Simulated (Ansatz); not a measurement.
**FeO: 5 runs along one coordinate**

System: FeO (I4/mmm, 2 atoms in the cell).
Method: DFT PBE, scalar-relativistic, plane waves, PAW, spin-polarised (Ansatz 0.2.0).

The 5 runs differ only in the geometry, by a strain of the cell at fixed fractional positions. Against run 3, the strain is εxx = η and εyy = η. The structure derives from an entry of the Crystallography Open Database.

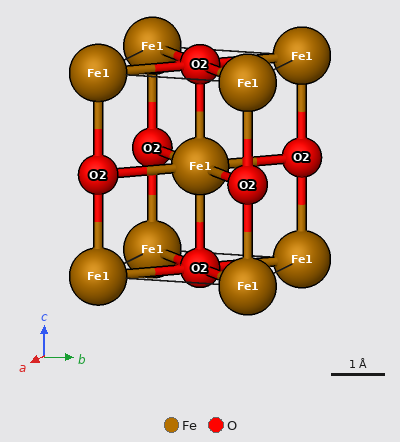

Figure 1. The structure of run 3 (ball-and-stick view of the cell 2 times as large as that of the calculation, set on its symmetry axes, seen slightly off an axis; atoms are numbered from 1 in the order of the input). An atom can appear more than once, as a periodic image.

## Input of run 3
```yaml
crystal:
  lattice:
    - [0.0, 2.1554, 1.982968]
    - [2.1554, 0.0, 1.982968]
    - [2.1554, 2.1554, 0.0]
  atoms:
    - { symbol: Fe, position: [0.0, 0.0, 0.0], spin: 3.79 }
    - { symbol: O, position: [0.5, 0.5, 0.5], spin: 0.35 }
basis:
  ecutwfc: 420
kpoints:
  mp_grid: { grid: [20, 20, 20] }
hamiltonian:
  xc: pbe
scf:
  occupations: { method: gaussian, width: 0.15 }
output:
  forces: true
  stress: true
  eigenvalues: true
  populations: true
magnetization:
  spin_polarized: true
```

Command:
```bash
ansatz run input.yaml --threads 1 --pin off --max-ram 2560MiB --backend cpu --events-out ev --progress --plain --runs-dir out
```

Run 2 differs from it as follows:
```diff
-    - [0.0, 2.1554, 1.982968]
-    - [2.1554, 0.0, 1.982968]
-    - [2.1554, 2.1554, 0.0]
+    - [0.0, 2.069184, 1.982968]
+    - [2.069184, 0.0, 1.982968]
+    - [2.069184, 2.069184, 0.0]
```

## Results, with one run withheld

| run | strain parameter η (%) | free energy per atom, from the lowest run given (meV) | pressure (GPa) |
| --- | --- | --- | --- |
| 1 | −8.0000 | 348.53 | 64.08 |
| 2 | −4.0000 | ? | ? |
| 3 | 0.0000 | 29.28 | 19.33 |
| 4 | 4.0000 | 0.00 | 5.53 |
| 5 | 8.0000 | 19.86 | −3.99 |

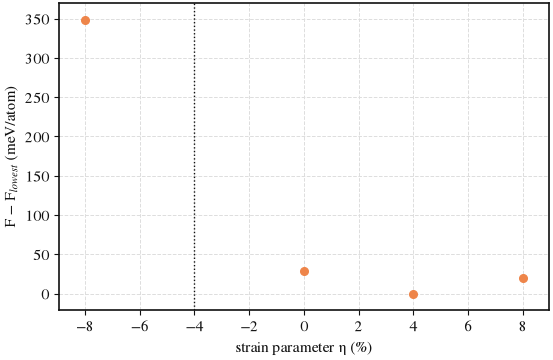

Figure 2. Free energy per atom of the runs given; the dotted line marks run 2.

Estimate the energy of run 2 from the others.

A quadratic polynomial in the coordinate, fitted to the 4 runs given, misses them by at most 8.24 meV per atom. With x = η − 1.0000, it reads F = 17.514 − 15.604 x + 2.3401 x² (meV per atom). At run 2 it gives 154.04 meV per atom, and the run itself gives 136.78. The fit has its minimum at η = 4.3340 %. The fit misses that run by 17.26 meV per atom.

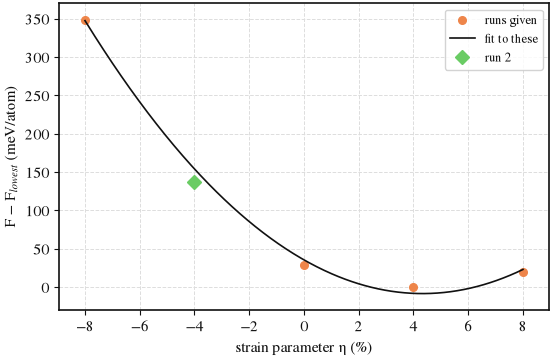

Figure 3. The fit and the withheld run.

## Output, shortened to warnings, some set-up lines, iterations and results (run 2)
```
Basis set: ecut = 420 eV, 331 PW (Γ), exchange–correlation on 40×40×40 points (8 copies of the dense FFT grid, shifted against one another)
Symmetry: 16 space group operations
k-points: 641 of 8000
Initial density: superposition of atomic densities (chi_scale 0.1, normalization cell, long waves kept (reshape's long-wave potential 0.00 eV rms))
[...]
SCF iter   1: F=—  HF=-5044.882319 eV  |F-HF|=—  |Δ(HF+E_count)|=         —  Δρ=1.20e-1 (↑7.87e-2 ↓1.20e-1)  dr2=4.89e0  dr2_m=2.59e-1  M=3.191 μB ∫|m|=3.192 μB  β_m=0.30  …
SCF iter   2: F=—  HF=-5045.088366 eV  |F-HF|=—  |Δ(HF+E_count)|=   2.06e-1  Δρ=5.43e-2 (↑3.37e-2 ↓5.43e-2)  dr2=1.02e0  dr2_m=6.48e-2  M=3.341 μB ∫|m|=3.342 μB  β_m=0.40  …
SCF iter   3: F=—  HF=-5045.990703 eV  |F-HF|=—  |Δ(HF+E_count)|=   9.02e-1  Δρ=1.93e-2 (↑1.90e-2 ↓1.93e-2)  dr2=7.26e-2  dr2_m=1.92e-2  M=3.545 μB ∫|m|=3.549 μB  β_m=0.56  …
SCF iter   4: F=—  HF=-5046.585049 eV  |F-HF|=—  |Δ(HF+E_count)|=   5.94e-1  Δρ=2.02e-2 (↑9.66e-3 ↓2.02e-2)  dr2=5.84e-2  dr2_m=1.79e-2  M=3.634 μB ∫|m|=3.641 μB  β_m=0.71  …
SCF iter   5: F=—  HF=-5046.738692 eV  |F-HF|=—  |Δ(HF+E_count)|=   1.54e-1  Δρ=1.28e-2 (↑1.28e-2 ↓1.08e-2)  dr2=2.51e-2  dr2_m=1.56e-2  M=3.706 μB ∫|m|=3.714 μB  β_m=0.85  …
SCF iter   6: F=—  HF=-5046.771170 eV  |F-HF|=—  |Δ(HF+E_count)|=   3.25e-2  Δρ=3.98e-3 (↑1.04e-3 ↓3.98e-3)  dr2=1.89e-3  dr2_m=7.03e-4  M=3.731 μB ∫|m|=3.741 μB  β_m=0.83  …
SCF iter   7: F=—  HF=-5046.771851 eV  |F-HF|=—  |Δ(HF+E_count)|=   6.81e-4  Δρ=8.62e-4 (↑3.06e-4 ↓8.62e-4)  dr2=1.44e-4  dr2_m=1.71e-5  M=3.721 μB ∫|m|=3.732 μB  β_m=0.92  …
SCF iter   8: F=—  HF=-5046.771836 eV  |F-HF|=—  |Δ(HF+E_count)|=   1.46e-5  Δρ=5.47e-5 (↑3.78e-5 ↓5.47e-5)  dr2=6.16e-7  dr2_m=8.80e-8  M=3.720 μB ∫|m|=3.731 μB  β_m=0.90  …
SCF iter   9: F=—  HF=-5046.771883 eV  |F-HF|=—  |Δ(HF+E_count)|=   4.63e-5  Δρ=8.71e-6 (↑4.27e-6 ↓8.71e-6)  dr2=7.91e-9  dr2_m=3.50e-9  M=3.720 μB ∫|m|=3.731 μB  β_m=0.95  …
SCF iter  10: F=-5046.771883 eV  HF=-5046.771883 eV  |F-HF|=7.23e-10  |Δ(HF+E_count)|=   4.90e-9  Δρ=1.75e-6 (↑1.38e-6 ↓1.75e-6)  dr2=1.00e-9  dr2_m=9.92e-11  M=3.720 μB …
SCF 1 converged in 10 iterations: F = -5046.771883 eV  dr2 = 1.00e-9
SCF converged after 10 iterations
Magnetization: 3.7203 μB (12.8602 up, 9.1398 down)
Absolute magnetization: 3.7307 μB (∫|ρ↑−ρ↓|, with the PAW one-centre terms)
Spin contamination: 0.0136 ħ² per cell (⟨S²⟩ above its minimum at these occupations)
Per-site moments (μB) at R_I (Å): [(3.1365798895710535, 0.8179743), (0.28833612145088305, 0.8179743)]
Free energy (F): -5046.771883 eV
Harris-Foulkes:  -5046.771883 eV  (|F-HF|=7.23e-10)
Internal energy: -5046.753642 eV  (E = F + TS)
E sigma→0 (E₀):  -5046.762763 eV
Entropy (-TS):   -0.018241 eV (-9.120 meV/atom)
Fermi energy:    18.030080 eV
--- Per-component energies (eV) ---
  E_band       = -199.565259
  E_kinetic    = 523.291630
  E_local      = -2381.484345  (includes V_loc(G=0)·N_el)
  E_nonlocal   = 279.125755
  E_hartree    = 982.535917
  E_xc         = -190.206030
  E_vxc        = -244.154432  (∫ρ·V_xc dr)
  E_paw        = -1529.549431  (= ΣΔE_a)
  E_vpaw       = -341.419215  (= ΣTr[D̂ρ^β])
  E_aug_tail   = 0.003077  (compensation charges beyond the density's cutoff)
  E_ewald      = -2730.470215
  E_smearing   = -0.018241  (= −TS)
  E_closure    = -0.000000  (closes the sum)
  Σ components = -5046.771883   (vs F -5046.771883, Δ=0.00e0)
--- Forces (eV/Å), atoms counted from 1 ---
  atom   1  Fe     0.00000000     0.00000000    -0.00000000
  atom   2  O     -0.00000000    -0.00000000    -0.00000000
  max |Σ_I F_I| component: 2.39e-29 eV/Å
--- Stress (GPa, compression-positive) ---
       35.818133       0.000000      -0.000000
        0.000000      35.818133      -0.000000
       -0.000000      -0.000000      46.008741
  P = ⅓ Tr σ = 39.2150 GPa (392.150 kbar)
--- Löwdin populations: 2 sites ---
  site symbol       q [e]    m [muB]
     0     Fe     14.9622     3.3207
     1      O      6.9232     0.4059
  spilling = 0.005208 (of n_electrons = 22.000000)
```
